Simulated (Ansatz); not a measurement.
# Si3N4: what the fields show

The calculation's input:

```
crystal:
  lattice:
    - [3.823670956, 0.0, 0.0]
    - [0.0, 3.823670956, 0.0]
    - [0.0, 0.0, 3.823670956]
  atoms:
    - { symbol: Si, position: [0.5, 0.5, 0.0] }
    - { symbol: Si, position: [0.0, 0.5, 0.5] }
    - { symbol: Si, position: [0.5, 0.0, 0.5] }
    - { symbol: "N", position: [0.5, 0.5, 0.5] }
    - { symbol: "N", position: [0.5, 0.0, 0.0] }
    - { symbol: "N", position: [0.0, 0.5, 0.0] }
    - { symbol: "N", position: [0.0, 0.0, 0.5] }
basis:
  ecutwfc: 420
kpoints:
  mp_grid: { grid: [10, 10, 10] }
hamiltonian:
  xc: pbe
scf:
  occupations: { method: gaussian, width: 0.1 }
output:
  forces: true
  stress: true
  eigenvalues: true
  write_density: true
  write_potential: true
  elf: true
  volumetric_format: npy
relax:
  adjacent_minimum: "off"
  f_tol: 0.01
  max_steps: 80
  cell: { stress_tol: 0.05 }
```

Run with:

```sh
ansatz run input.yaml --threads 1 --pin off --max-ram 2560MiB --backend cpu --events-out ev --progress --plain --runs-dir out
```

Below, planes, directions and counts refer to the conventional cell (a = 3.83 Å, b = 3.83 Å, c = 3.83 Å, α = 90.00°, β = 90.00°, γ = 90.00°).

The fields are those of the run's last geometry, not of the input's.

Space group Pm-3m; a structure generated by program, which may or may not match a known phase.

Method: DFT PBE, scalar-relativistic, plane waves, PAW (Ansatz).

In a PAW calculation such maps are meaningful between the atoms, not at the nuclei.

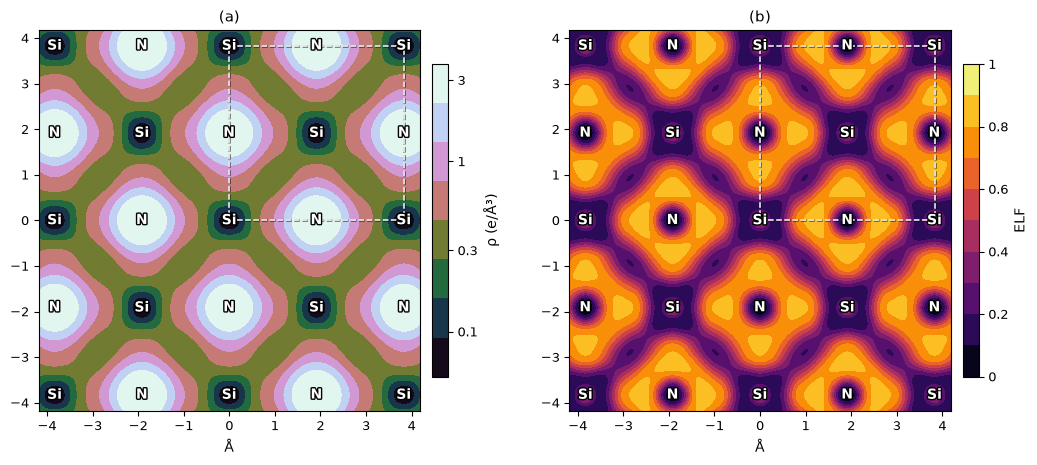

Figure 1. (a) valence charge density (pseudo); (b) ELF on the (001) plane of the conventional cell.

> Interpret the plot.

The plane passes through Si and N nuclei. Si–N (1.91 Å): ρ is about 0.72 e/Å³ halfway; the ELF peaks at about 0.85 between the atoms. Between the atoms the lowest density in this plane is 0.3 e/Å³.

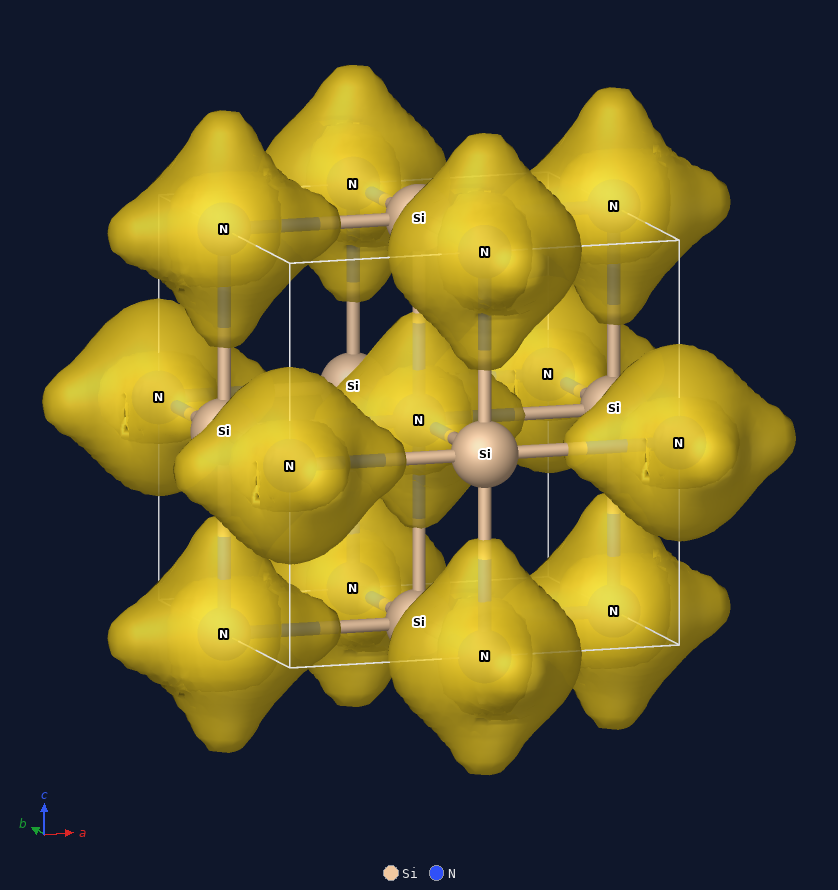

Figure 2. Isosurface of the electron localisation function at 0.75 (yellow), seen slightly off an axis. Only the valence region is drawn (cores and ρ < 0.01 e/Å³ removed). Sticks mark near contacts.

> Identify the bonds, lone pairs and shells in this picture.

At this value the surface marks out four regions on N in which the atom's valence shell and bonds are merged, counted in one cell of 7 atoms. Regions shared between cells count once.

> Does the calculation make it a metal, or give it a gap?

It is metallic or semimetallic at this level of theory: no gap opens.
